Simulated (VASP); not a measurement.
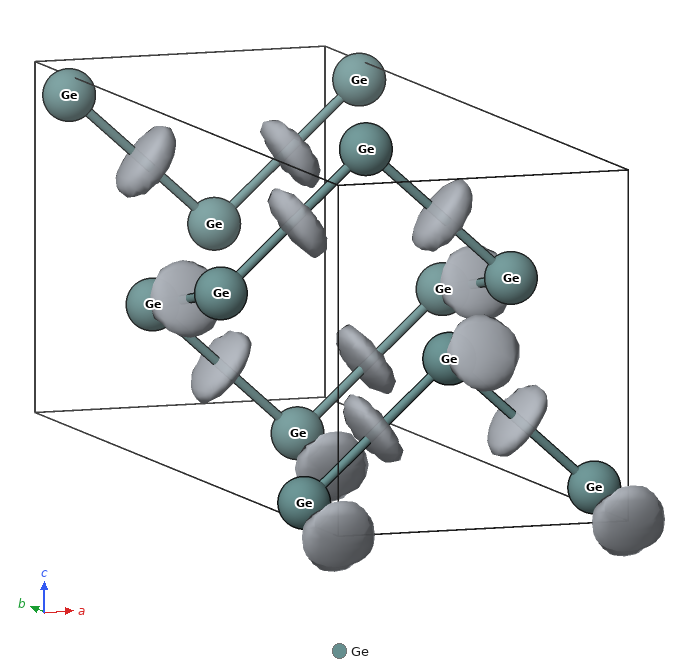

Figure 1: Ge. Isosurface of the electron localisation function at 0.6 (grey), seen slightly off an axis. Core shells and regions of very low density are left out. Sticks mark near contacts.

Space group Cmce; not relaxed (largest force 0.9 eV/Å); computed pressure about 3 GPa in this cell.

Method: VASP, Kohn-Sham DFT of a periodic cell, PBE with D3(BJ), VASP PAW PBE potentials, recommended.

Core electrons are frozen (PAW), and the valence fields are smoothed inside the atomic spheres.

Input

```
SYSTEM = Ge
PREC = Accurate
ENCUT = 520
EDIFF = 1E-6
ISMEAR = 0
SIGMA = 0.1
LREAL = .False.
LASPH = .True.
NELM = 100
ALGO = Fast
ISIF = 2
LWAVE = .False.
LCHARG = .True.
GGA = PE
IVDW = 12
LELF = .True.
LVHAR = .True.
NBANDS = 36
```

Run with:

```sh
cat potpaw_PBE.64/Ge_d/POTCAR > POTCAR
mpirun -np 1 vasp_std > vasp.out
```

Below, planes, directions and counts refer to the conventional cell (a = 3.76 Å, b = 10.89 Å, c = 4.32 Å, α = 90.00°, β = 90.00°, γ = 90.00°).

Describe the localisation domains.

The ELF exceeds this value in twelve regions between bonded Ge–Ge atoms (shared pairs), counted in one cell of 8 atoms. Any copies at cell faces, edges or corners count once. Along the contacts the grid gives the following. Ge–Ge (2.50 Å): the ELF peaks at about 0.65 between the atoms.
